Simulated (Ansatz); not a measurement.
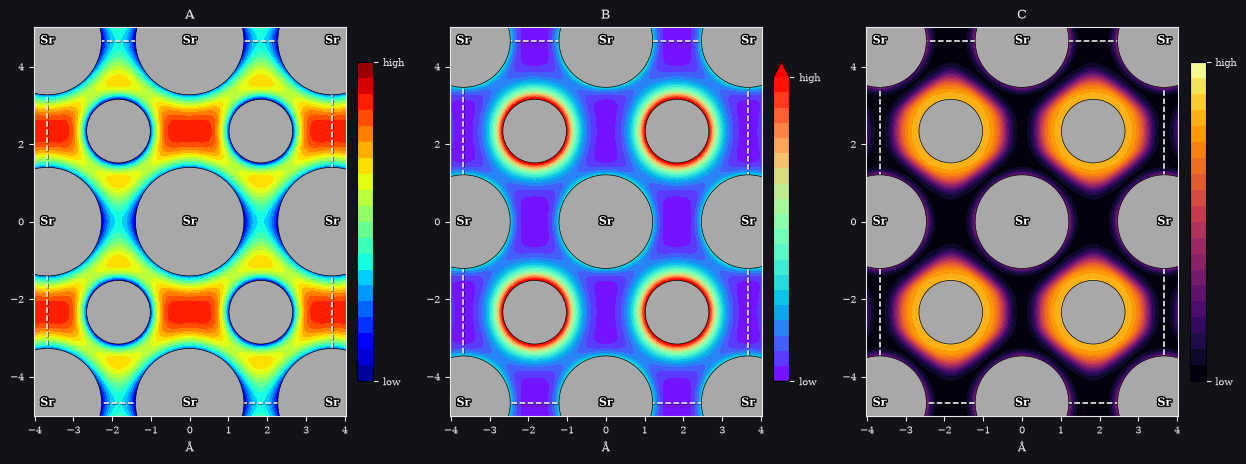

SrCl2: 3 fields on the (110) plane of the conventional cell, with unlabelled colour scales. Grey discs cover the atomic cores.

Space group I4/mcm; a structure from a database of computed crystals, not necessarily the ambient phase; started from the SiS2-72 prototype, which need not be the ambient phase.

Computed with DFT, r2SCAN+rVV10, plane waves, PAW (Ansatz 0.2.0).

### Match the panels to the quantities (electron localisation function, electrostatic potential energy of an electron and valence pseudo-density).

Panel A: electrostatic potential energy of an electron (low next to the atoms, rising into the space between them). Panel B: valence pseudo-density. Panel C: electron localisation function.
